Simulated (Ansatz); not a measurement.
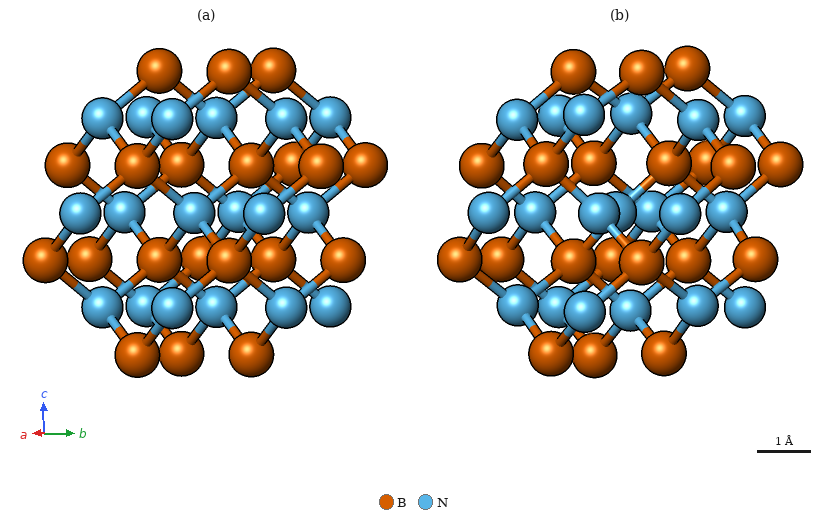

Left: perfect BN. Right: the same region with one point defect, after relaxing the atoms in a supercell of 64 sites. Style: ball-and-stick. Shown: the atoms within 3.8 Å of one point, from a free direction.

Level of theory: DFT, PBEsol, PAW, plane waves (Ansatz). Settings: plane-wave cutoff 420 eV; k-point mesh 1 × 1 × 1; mesh shifted by (0.25, 0.25, 0.25); collinear spin. Fermi-Dirac smearing of 0.01 eV. A uniform background neutralises the charged cell. The axes drawn are those of the host's conventional cell.

### What kind of defect was made?

An extra nitrogen atom is put between the host's atoms (an interstitial).

The charge state of the cell is −2.

### What does the relaxation do around it?

The N atom starts with 4 B at 1.56 Å, 6 N at 1.80 to 1.81 Å around its place and ends with 1 N at 1.31 Å, 2 B at 1.40 Å. Of the host's atoms, a nitrogen atom moves furthest from its site, by 0.65 Å. The N atom itself moves 1.15 Å from where it was put. The cell's net moment is 1.00 μB.

Limits of the set-up: the periodic images lie only 7.2 Å apart, so the values are limited by the cell's size; the cell is charged, on a uniform background, and energies carry no finite-size correction.
